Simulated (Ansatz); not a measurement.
## Geometry relaxation of C (part 2 of 2)

The same run, continued: C (16 atoms in the cell); DFT PBE, scalar-relativistic, plane waves, PAW, no spin polarisation (Ansatz 0.2.0); cutoff 420 eV, 8×8×8 k-mesh, Gaussian smearing of 0.05 eV. The structure derives from an entry of the Crystallography Open Database. It belongs to a series of runs on one base structure; here: cell sheared at random, sigma 0.01, atoms nudged by 0.01 A; relaxed back.

Geometry of the input (Å; fractional positions):
```
-2.4791  0.0071  0.0173
-0.0123  4.4373  0.0170
1.3028  -2.2546  -8.3056
C  0.4504  0.4561  0.9075
C  0.9587  0.9498  0.9079
C  0.7073  0.7054  0.4079
C  0.2101  0.2033  0.4068
C  0.2947  0.2954  0.5919
C  0.7925  0.7974  0.5909
C  0.5423  0.5443  0.0930
C  0.0467  0.0488  0.0935
C  0.9255  0.2573  0.8438
C  0.4195  0.7603  0.8455
C  0.1735  0.8364  0.3453
C  0.6654  0.3383  0.3440
C  0.8298  0.1609  0.6557
C  0.3325  0.6571  0.6569
C  0.0752  0.7419  0.1541
C  0.5759  0.2472  0.1552
```

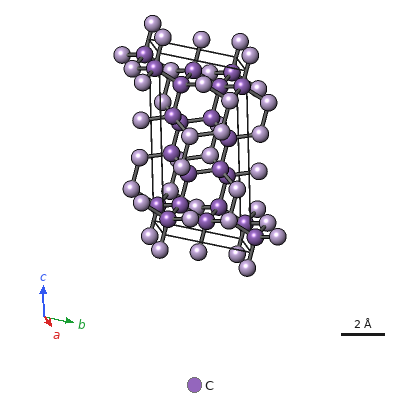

Fig. 1: The geometry at step 4 of the log (ball-and-stick view of the cell of the calculation, seen slightly off an axis; neighbours outside the cell are drawn fainter).

```
basis re-selected at this cell: Δ(F+E_penalty+E_count) = -6.500e-5 eV, ΔP = +0.001 GPa vs the last step (what re-selecting the basis moved, of the pressure what is left beyond the Pulay correction that the steps carried, after the strain that the cell walked since its last selection, with what the two solves' SCF thresholds leave and, on support functions, any second-order correction that the steps lacked; it is no measure of the basis error at this ecutwfc). This SCF's stress stands 4.02e-3 GPa from its target on what of the cell is left free (relax.cell.stress_tol is 1.00e-1 GPa) and its largest allowed force component is 4.21e-4 eV/Å (relax.f_tol is 1.00e-2 eV/Å): within both
SCF converged after 3 iterations
Free energy (F): -4012.778855 eV
Harris-Foulkes:  -4012.778855 eV  (|F-HF|=1.41e-10)
Internal energy: -4012.778855 eV  (E = F + TS)
E sigma→0 (E₀):  -4012.778855 eV
Fermi energy:    15.633747 eV
--- Per-component energies (eV) ---
  E_band       = 273.697672
  E_kinetic    = 1473.448069
  E_local      = -985.834408  (includes V_loc(G=0)·N_el)
  E_nonlocal   = 426.215905
  E_hartree    = 216.478372
  E_xc         = -778.828644
  E_vxc        = -966.846550  (∫ρ·V_xc dr)
  E_paw        = -1587.257758  (= ΣΔE_a)
  E_vpaw       = -106.242386  (= ΣTr[D̂ρ^β])
  E_aug_tail   = 0.000140  (compensation charges beyond the density's cutoff)
  E_ewald      = -2777.000531
  E_smearing   = -0.000000  (= −TS)
  E_closure    = -0.000000  (closes the sum)
  Σ components = -4012.778855   (vs F -4012.778855, Δ=0.00e0)
--- Forces (eV/Å), atoms counted from 1 ---
  atom   1  C      0.00000177    -0.00005357    -0.00011090
  atom   2  C     -0.00009855    -0.00002863    -0.00013548
  atom   3  C     -0.00009692     0.00008104    -0.00024819
  atom   4  C     -0.00019541     0.00006685    -0.00003681
  atom   5  C      0.00010724     0.00005158     0.00015672
  atom   6  C      0.00014718    -0.00000056     0.00005260
  atom   7  C      0.00005592    -0.00002396     0.00019025
  atom   8  C      0.00004217    -0.00008277     0.00010287
  atom   9  C     -0.00007157     0.00015631    -0.00034697
  atom  10  C      0.00008185     0.00017909    -0.00034420
  atom  11  C      0.00004215    -0.00003567    -0.00032742
  atom  12  C      0.00010080    -0.00015734    -0.00042119
  atom  13  C     -0.00001593    -0.00004631     0.00032558
  atom  14  C     -0.00006694    -0.00002637     0.00038400
  atom  15  C     -0.00001484     0.00000922     0.00034237
  atom  16  C     -0.00001892    -0.00008892     0.00041677
  max |Σ_I F_I| component: 8.90e-9 eV/Å
--- Stress (GPa, compression-positive) ---
        0.002974       0.001096       0.000533
        0.001096      -0.003834      -0.000141
        0.000533      -0.000141      -0.000389
  P = ⅓ Tr σ = -0.0004 GPa (-0.004 kbar)
--- Band table (eV; the first three rows and the last of 260) ---
  k-point 0: bands = ["-8.1995", "-6.5631", "-6.4597", "-2.5550", "-2.5232", "-2.5232", "-1.1550", "-1.1550", "-0.1084", "1.1483", "1.1483", "1.8760", "1.8760", "6.5051", "6.5051", "6.5308", "6.6248", "7.3763", "7.3763", "8.6452", "8.6452", "9.7050", "9.7050", "10.4285", "10.4290", "11.5233", "11.5237", "11.6304", "11.6309", "13.1354", "13.3538", "13.3543", "18.3003", "18.3003", "18.6547", "18.6547", "18.8220", "20.3371", "20.3371", "20.4660", "20.4661", "20.9150", "20.9150", "20.9352", "21.2582", "21.2582", "21.5489", "21.7486"]
  k-point 1: bands = ["-8.1729", "-6.9066", "-6.0671", "-2.7851", "-2.6468", "-2.3840", "-1.3087", "-0.9440", "0.1664", "0.7183", "1.2904", "1.7354", "2.3428", "5.5218", "6.0534", "6.7330", "7.2170", "7.5772", "7.6441", "8.4347", "9.0047", "9.3890", "9.9845", "10.4477", "10.4482", "11.3185", "11.3189", "11.8557", "11.8562", "12.9407", "13.3053", "13.3058", "18.1480", "18.4984", "18.7123", "18.7124", "18.9403", "19.8875", "20.3410", "20.3411", "20.4941", "20.4986", "20.8648", "21.2946", "21.3583", "21.3584", "21.5700", "21.7455"]
  k-point 2: bands = ["-8.0931", "-7.2467", "-5.5808", "-3.2958", "-2.7415", "-2.2525", "-1.3988", "-0.6828", "0.3435", "0.8108", "0.8690", "2.1813", "2.7866", "4.4884", "5.5374", "6.6407", "7.1017", "7.8166", "8.4818", "8.7055", "9.0559", "9.3564", "10.2063", "10.5050", "10.5055", "11.0935", "11.0940", "12.1391", "12.1395", "12.4117", "13.1681", "13.1686", "18.0425", "18.7396", "18.8752", "18.8753", "19.2452", "19.4099", "20.0676", "20.0677", "20.0962", "20.3176", "20.6736", "21.5592", "21.5592", "21.5818", "21.6144", "21.7361"]
  k-point 259: bands = ["-2.8208", "-2.5235", "-2.5235", "-2.1282", "-1.4295", "-1.1552", "-1.1552", "-0.1542", "-0.0226", "0.1807", "1.1481", "1.1481", "1.8758", "1.8758", "2.7741", "3.2605", "4.8925", "6.3095", "6.5050", "6.5050", "7.0090", "7.3768", "7.3768", "8.3498", "8.4421", "8.6451", "8.6451", "8.6959", "9.6942", "9.7055", "9.7055", "10.4002", "17.9631", "18.3011", "18.3011", "18.9281", "19.3405", "19.3824", "19.9973", "20.3371", "20.3371", "20.9155", "20.9155", "21.7451", "21.8417", "22.7857", "22.7858", "23.0559"]
--- Relaxed structure (5 steps of the walk, 5 accepted, 2 SCFs on fresh bases) ---
  F+E_penalty+E_count = -4012.77885491 eV   max|allowed force component| = 4.212e-4 eV/Å   (the final SCF, on the basis selected at the relaxed cell)
  cell:  # Å, volume = 91.2027 Å³
    - [-2.51808211447114, 2.3998131540203842e-6, 1.1094680279870317e-6]
    - [-4.618610447148724e-6, 4.361334119584979, 8.689750652449146e-7]
    - [1.2590485184516023, -2.1806698874870807, -8.304596211052285]
  atoms:
    - { symbol: C, position: [0.45351466219507575, 0.45351334862544385, 0.9070304247089] }
    - { symbol: C, position: [0.9535141527065627, 0.9535132941051861, 0.9070303167397401] }
    - { symbol: C, position: [0.7035137405395784, 0.7035158503866352, 0.4070298766609016] }
    - { symbol: C, position: [0.20351292279321864, 0.20351633229244703, 0.40703055054388826] }
    - { symbol: C, position: [0.2964864883713475, 0.29648370727735807, 0.5929698210481518] }
    - { symbol: C, position: [0.7964868913032396, 0.7964836051325463, 0.5929693627437287] }
    - { symbol: C, position: [0.5464856497846267, 0.5464868000318757, 0.09296990681363687] }
    - { symbol: C, position: [0.04648523449790955, 0.046486999908138725, 0.09296968929342479] }
    - { symbol: C, position: [0.9222349604360739, 0.2555702915861584, 0.8444721412724926] }
    - { symbol: C, position: [0.422236399902004, 0.7555702591074225, 0.8444721566006492] }
    - { symbol: C, position: [0.1722352370144001, 0.8389006295127434, 0.3444720599377209] }
    - { symbol: C, position: [0.6722352428522947, 0.33890094968433115, 0.34447198822749053] }
    - { symbol: C, position: [0.8277650471539857, 0.16109970887986935, 0.6555278195393729] }
    - { symbol: C, position: [0.3277650942435199, 0.6610997827067803, 0.6555278893184829] }
    - { symbol: C, position: [0.07776418976662022, 0.744429028503822, 0.15552790403015315] }
    - { symbol: C, position: [0.5777640863395394, 0.24442941225924097, 0.15552809242126242] }
```

## Trajectory as extended XYZ (Å, eV, eV/Å), 7 frames, from step=1 to step=7
```
16
Lattice="-2.4791 0.0071 0.0173 -0.0123 4.4373 0.0170 1.3028 -2.2546 -8.3056" Properties=species:S:1:pos:R:3:forces:R:3 step=1 energy=-4012.45229 pressure_GPa=0.80
C     0.0601   -0.0191   -7.5218   -0.4453  -0.3144   0.2614
C    -1.2056    2.1743   -7.5076    0.6597   1.4766   0.0459
C    -1.2307    2.2153   -3.3633    0.3518  -0.5296   0.3514
C     0.0066   -0.0135   -3.3718    0.9898  -0.1384   0.1569
C     0.0367   -0.0216   -4.9056   -0.3330   0.0114  -0.5008
C    -1.2048    2.2118   -4.8806   -0.5126  -0.7610  -1.2341
C    -1.2300    2.2093   -0.7540   -0.1844   0.4858   0.2477
C     0.0055    0.0061   -0.7753    0.0655  -0.4808   0.2010
C    -1.1983   -0.7540   -6.9879    0.4708  -0.3219  -0.2576
C     0.0521    1.4705   -7.0022   -0.6486  -1.1962   0.2508
C     0.0094    2.9342   -2.8507   -0.1068   0.6536   0.4683
C    -1.2055    0.7305   -2.8398   -1.0049   0.1944  -0.1694
C    -1.2048   -0.7586   -5.4289    0.1531  -0.0822   0.3113
C     0.0235    1.4369   -5.4390    0.5257   1.1026   0.7798
C     0.0052    2.9452   -1.2661    0.0440   0.3734  -0.7515
C    -1.2284    0.7511   -1.2752   -0.0246  -0.4734  -0.1612
16
Lattice="-2.5307 -0.0058 -0.0088 0.0103 4.3428 -0.0024 1.2309 -2.1639 -8.2963" Properties=species:S:1:pos:R:3:forces:R:3 step=2 energy=-4012.68766 pressure_GPa=-0.13
C    -0.0207   -0.0024   -7.5312   -0.2987   0.6739   0.1597
C    -1.2910    2.1590   -7.5333    0.2619   1.1344  -0.0375
C    -1.2690    2.1769   -3.3928   -0.2013  -0.6501   0.3227
C    -0.0168    0.0080   -3.3835    0.1827  -0.5627   0.2189
C    -0.0217    0.0078   -4.9224    0.2055   0.2839  -0.0648
C    -1.2767    2.1773   -4.9219    0.0761   0.0867  -0.5186
C    -1.2615    2.1651   -0.7776   -0.0294  -0.3979   0.0141
C    -0.0048    0.0027   -0.7675    0.0857  -0.6991  -0.1372
C    -1.2963   -0.7019   -7.0061    0.3019  -0.8841  -0.3256
C    -0.0163    1.4706   -7.0125   -0.2535  -0.9000   0.0661
C    -0.0086    2.8805   -2.8694    0.2024   0.6442   0.2247
C    -1.2725    0.7084   -2.8624   -0.1846   0.5317  -0.1460
C    -1.2831   -0.7079   -5.4458   -0.2080  -0.3008   0.1099
C    -0.0118    1.4614   -5.4472   -0.0823  -0.0232   0.2526
C     0.0013    2.8731   -1.2930    0.0348   0.7151  -0.1023
C    -1.2665    0.7064   -1.2934   -0.0931   0.3479  -0.0368
16
Lattice="-2.5175 0.0001 -0.0000 -0.0003 4.3621 -0.0002 1.2588 -2.1808 -8.3036" Properties=species:S:1:pos:R:3:forces:R:3 step=3 energy=-4012.77641 pressure_GPa=0.02
C    -0.0004   -0.0004   -7.5315    0.0032   0.0108  -0.0053
C    -1.2592    2.1812   -7.5323   -0.0042  -0.0075   0.0155
C    -1.2588    2.1814   -3.3799   -0.0042   0.0081  -0.0072
C    -0.0003    0.0008   -3.3796   -0.0007  -0.0026  -0.0007
C     0.0002   -0.0009   -4.9236   -0.0015  -0.0002  -0.0034
C    -1.2584    2.1795   -4.9244   -0.0017   0.0261   0.0146
C    -1.2587    2.1823   -0.7718   -0.0010  -0.0030  -0.0131
C     0.0001    0.0017   -0.7719    0.0014  -0.0249  -0.0113
C    -1.2592   -0.7273   -7.0120    0.0057   0.0012   0.0026
C    -0.0006    1.4534   -7.0129    0.0119   0.0147   0.0073
C    -0.0002    2.9089   -2.8606    0.0025  -0.0078  -0.0001
C    -1.2594    0.7282   -2.8599    0.0152  -0.0189  -0.0128
C    -1.2585   -0.7282   -5.4427   -0.0011   0.0093  -0.0167
C     0.0006    1.4528   -5.4441   -0.0138   0.0040   0.0116
C     0.0002    2.9093   -1.2917   -0.0071  -0.0017   0.0118
C    -1.2587    0.7286   -1.2915   -0.0046  -0.0074   0.0072
16
Lattice="-2.5175 0.0001 0.0002 -0.0001 4.3621 0.0002 1.2595 -2.1814 -8.3043" Properties=species:S:1:pos:R:3:forces:R:3 step=4 energy=-4012.77652 pressure_GPa=0.00
C     0.0006   -0.0003   -7.5321    0.0005  -0.0012   0.0018
C    -1.2583    2.1808   -7.5319    0.0009   0.0026  -0.0008
C    -1.2586    2.1810   -3.3798    0.0004  -0.0006  -0.0002
C     0.0002   -0.0001   -3.3801    0.0012  -0.0012   0.0010
C     0.0004   -0.0002   -4.9241   -0.0003   0.0014   0.0010
C    -1.2584    2.1809   -4.9239   -0.0010  -0.0006  -0.0019
C    -1.2587    2.1810   -0.7719   -0.0008   0.0002   0.0007
C     0.0001    0.0000   -0.7720   -0.0007  -0.0006  -0.0009
C    -1.2582   -0.7272   -7.0125    0.0008  -0.0015  -0.0008
C     0.0005    1.4539   -7.0126    0.0003  -0.0018   0.0001
C     0.0001    2.9079   -2.8605    0.0001   0.0009   0.0015
C    -1.2586    0.7268   -2.8604    0.0004   0.0019  -0.0021
C    -1.2583   -0.7271   -5.4435   -0.0004  -0.0010  -0.0003
C     0.0005    1.4539   -5.4435   -0.0006  -0.0009   0.0011
C     0.0001    2.9079   -1.2914   -0.0005   0.0014  -0.0014
C    -1.2586    0.7269   -1.2914   -0.0004   0.0010   0.0014
16
Lattice="-2.5175 0.0001 0.0002 -0.0001 4.3621 0.0002 1.2595 -2.1814 -8.3043" Properties=species:S:1:pos:R:3:forces:R:3 step=5 energy=-4012.77882 pressure_GPa=0.04
C     0.0006   -0.0003   -7.5321    0.0002   0.0010   0.0018
C    -1.2583    2.1808   -7.5319    0.0006   0.0048  -0.0007
C    -1.2586    2.1810   -3.3798   -0.0008  -0.0024  -0.0001
C     0.0002   -0.0001   -3.3801    0.0001  -0.0030   0.0011
C     0.0004   -0.0002   -4.9241    0.0009   0.0032   0.0008
C    -1.2584    2.1809   -4.9239    0.0002   0.0012  -0.0020
C    -1.2587    2.1810   -0.7719   -0.0005  -0.0021   0.0006
C     0.0001    0.0000   -0.7720   -0.0004  -0.0028  -0.0010
C    -1.2582   -0.7272   -7.0125    0.0012  -0.0036  -0.0007
C     0.0005    1.4539   -7.0126    0.0008  -0.0039   0.0002
C     0.0001    2.9079   -2.8605    0.0014   0.0025   0.0015
C    -1.2586    0.7268   -2.8604    0.0016   0.0035  -0.0020
C    -1.2583   -0.7271   -5.4435   -0.0016  -0.0026  -0.0003
C     0.0005    1.4539   -5.4435   -0.0018  -0.0025   0.0011
C     0.0001    2.9079   -1.2914   -0.0009   0.0036  -0.0014
C    -1.2586    0.7269   -1.2914   -0.0008   0.0031   0.0013
16
Lattice="-2.5181 0.0000 0.0000 -0.0000 4.3613 0.0000 1.2590 -2.1807 -8.3046" Properties=species:S:1:pos:R:3:forces:R:3 step=6 energy=-4012.77879 pressure_GPa=-0.00
C     0.0000    0.0000   -7.5325    0.0000  -0.0001  -0.0001
C    -1.2590    2.1807   -7.5325   -0.0001  -0.0001  -0.0001
C    -1.2590    2.1807   -3.3802   -0.0001   0.0001  -0.0003
C     0.0000    0.0000   -3.3802   -0.0002   0.0001   0.0000
C     0.0000    0.0000   -4.9244    0.0001   0.0000   0.0002
C    -1.2590    2.1807   -4.9244    0.0001   0.0000   0.0001
C    -1.2590    2.1807   -0.7721    0.0001   0.0000   0.0002
C     0.0000    0.0000   -0.7721    0.0000  -0.0001   0.0001
C    -1.2590   -0.7269   -7.0130   -0.0001   0.0002  -0.0003
C     0.0000    1.4538   -7.0130    0.0001   0.0002  -0.0003
C     0.0000    2.9075   -2.8607    0.0000  -0.0001  -0.0003
C    -1.2590    0.7269   -2.8607    0.0001  -0.0002  -0.0004
C    -1.2590   -0.7269   -5.4439    0.0000   0.0000   0.0003
C     0.0000    1.4538   -5.4439   -0.0001   0.0000   0.0004
C     0.0000    2.9075   -1.2916    0.0000   0.0000   0.0003
C    -1.2590    0.7269   -1.2916    0.0000  -0.0001   0.0004
16
Lattice="-2.5181 0.0000 0.0000 -0.0000 4.3613 0.0000 1.2590 -2.1807 -8.3046" Properties=species:S:1:pos:R:3:forces:R:3 step=7 energy=-4012.77886 pressure_GPa=-0.00
C     0.0000    0.0000   -7.5325    0.0000  -0.0001  -0.0001
C    -1.2590    2.1807   -7.5325   -0.0001   0.0000  -0.0001
C    -1.2590    2.1807   -3.3802   -0.0001   0.0001  -0.0002
C     0.0000    0.0000   -3.3802   -0.0002   0.0001   0.0000
C     0.0000    0.0000   -4.9244    0.0001   0.0001   0.0002
C    -1.2590    2.1807   -4.9244    0.0001   0.0000   0.0001
C    -1.2590    2.1807   -0.7721    0.0001   0.0000   0.0002
C     0.0000    0.0000   -0.7721    0.0000  -0.0001   0.0001
C    -1.2590   -0.7269   -7.0130   -0.0001   0.0002  -0.0003
C     0.0000    1.4538   -7.0130    0.0001   0.0002  -0.0003
C     0.0000    2.9075   -2.8607    0.0000   0.0000  -0.0003
C    -1.2590    0.7269   -2.8607    0.0001  -0.0002  -0.0004
C    -1.2590   -0.7269   -5.4439    0.0000   0.0000   0.0003
C     0.0000    1.4538   -5.4439   -0.0001   0.0000   0.0004
C     0.0000    2.9075   -1.2916    0.0000   0.0000   0.0003
C    -1.2590    0.7269   -1.2916    0.0000  -0.0001   0.0004
```
